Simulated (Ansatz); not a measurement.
Read the following structure.

```xyz
12
Lattice="4.7845 0.0000 0.0000 0.0000 6.3155 0.0000 0.0000 0.0000 5.6789" Properties=species:S:1:pos:R:3 pbc="T T T"
C     2.3923    5.3871    4.2592
C     0.0000    2.2294    4.2592
C     0.0000    4.0862    1.4197
C     2.3923    0.9284    1.4197
O     3.3538    0.9241    0.7586
O     1.4307    0.9241    2.0808
O     3.8230    4.0819    0.7586
O     0.9616    2.2336    4.9203
O     0.9616    4.0819    2.0808
O     3.8230    2.2336    3.5980
O     3.3538    5.3914    3.5980
O     1.4307    5.3914    4.9203
```

### What crystal do these data define?

Formula: CO2. Space group Pbcn (No. 60), lattice primitive orthorhombic. Cell content 4 C, 8 O; Z = 4. The C atoms are each bonded to two O in a linear arrangement at 1.17 Å. The O atoms are each bonded to one C at 1.17 Å. The bonds build separate CO2 groups.

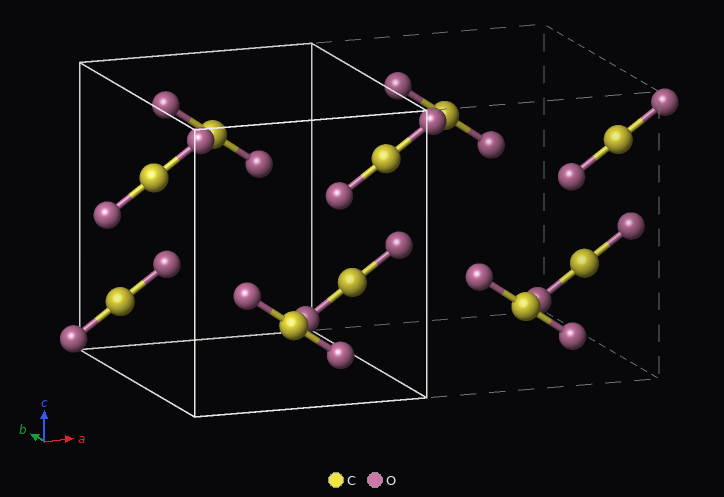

Shown here is a ball-and-stick view of the crystal, taken slightly off an axis. One conventional unit cell is drawn solid; the view covers 2×1×1 cells. Finite groups of bonded atoms are drawn whole.

Its origin is a structure listed in the Materials Project. Earlier steps of the study may have refined or changed the cell and positions. A calculation with Ansatz used it as input.
